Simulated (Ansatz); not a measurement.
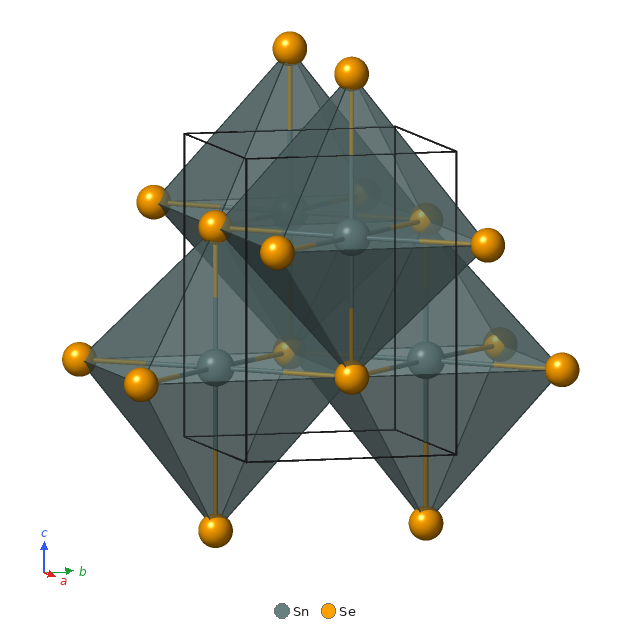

The image is a polyhedral drawing of a crystal, viewed slightly off an axis. Lines trace the edges of the conventional unit cell. Some neighbours outside the box are added.

SnSe, space group P4/nmm (No. 129), a = 4.355 Å, b = 4.355 Å, c = 6.065 Å, α = 90.00°, β = 90.00°, γ = 90.00°. Source of the structure: a structure listed in the Materials Project. The cell was then strained or its atoms displaced on purpose. A calculation with Ansatz used it as input.

This one geometry was computed with Ansatz (DFT, plane waves, PAW) at three levels of theory: PBE, r2SCAN and HSE06.

How does the band gap change with the level of theory?

Answer. PBE: a gap of 0.07 eV, direct; r2SCAN: a gap of 0.24 eV, direct; HSE06: a gap of 0.38 eV, direct.

Collect the results in a table.

Answer.
| level | cutoff (eV) | k-mesh of the run's cell | gap (eV) | pressure (GPa) |
| --- | --- | --- | --- | --- |
| PBE | 420 | 6×6×4 | 0.07 | -0.5 |
| r2SCAN | 500 | 6×6×4 | 0.24 | -1.5 |
| HSE06 | 420 | 4×4×4 | 0.38 | -1.8 |

Gaps are taken on the k-mesh or band path of each run.
